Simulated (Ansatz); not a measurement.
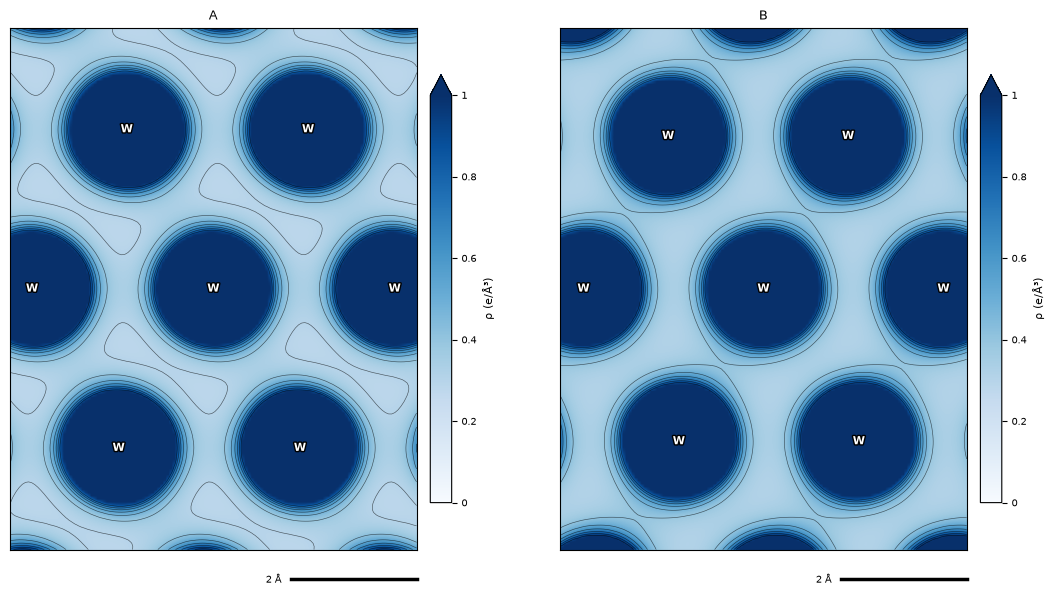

W. The valence charge density (pseudo) of two cells that differ in size and shape, on the (111) plane of each (indices in the axes of the calculation cell), at one length scale and on one colour scale; one has 16.2 and the other 17.5 Å³ an atom.

Space group I4/mmm.

Level of theory: DFT r2SCAN, scalar-relativistic, plane waves, PAW (Ansatz).

In a PAW calculation such maps are meaningful between the atoms, not at the nuclei.

Which is the denser cell? Describe the effect of the change.

Panel B is the smaller cell, by 7 % in volume. From the larger cell to the smaller, W–W goes from 2.89 to 2.78 Å, and the density at its midpoint from 0.34 to 0.4 e/Å³; the pressure goes from −20 to −0.1 GPa.
